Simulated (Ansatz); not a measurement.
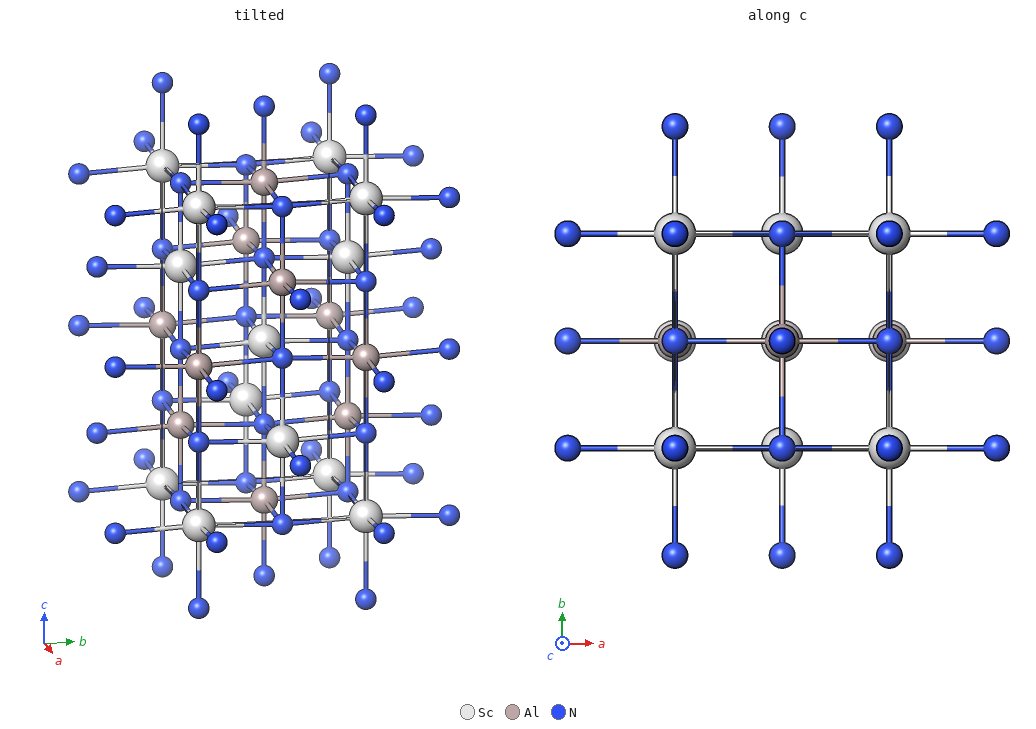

A ball-and-stick rendering, viewed slightly off an axis and along the c axis. Lines trace the edges of the conventional unit cell. A few atoms beyond the faces are included. Cell: a = 4.350 Å, b = 4.350 Å, c = 8.346 Å, α = 90.00°, β = 90.00°, γ = 90.00°.

Notes on the structure:

The stoichiometry is ScAlN₂. It belongs to space group I4_1/amd (No. 141) and has a body-centred tetragonal lattice. In the cell are 4 Sc, 4 Al, 8 N, which makes 4 formula units. Sc is coordinated by six N in an octahedral arrangement at about 2.2 Å. Al is surrounded by six N in a distorted octahedral arrangement at about 2.0 to 2.2 Å. N is coordinated by three Al and three Sc in a distorted octahedral arrangement (about 2.0 to 2.2 Å to Al, 2.2 Å to Sc). The bonds build a three-dimensional framework.

The structure comes from a structure listed in the Materials Project. Earlier steps of the study, as a rule a relaxation of our own, may have changed the cell and positions, so they can lie some per cent off the listed ones. It went into a calculation with Ansatz.
